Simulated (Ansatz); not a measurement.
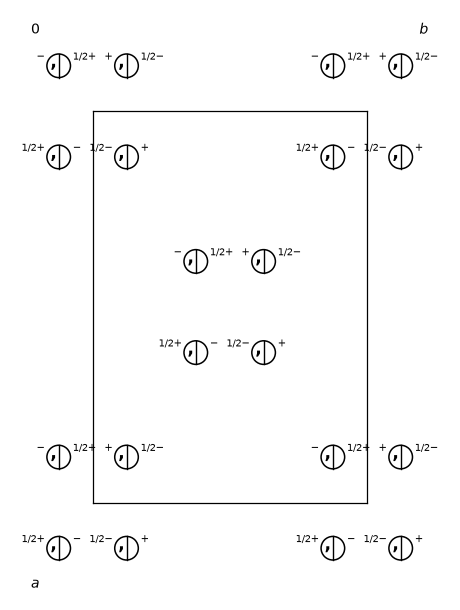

General positions of a space group, projected down c, computed from the operations of a computed or model structure of composition Ba.

A circle is a general position, a comma marks the mirror image, + and − with a fraction give the height (along the projection axis: ½+ is ½ plus the coordinate, − is its negative), and a split circle stands for two positions above each other.

Which space group is it?

Answer. Cmcm, No. 63; C-centred orthorhombic, point group mmm, 16 general positions a cell.

Write the general positions (in any order).

Answer. For each centring vector (0, 0, 0), (1/2, 1/2, 0):
x, y, z
−x, −y, −z
−x, −y, z+1/2
x, y, −z+1/2
x, −y, −z
−x, y, z
−x, y, −z+1/2
x, −y, z+1/2
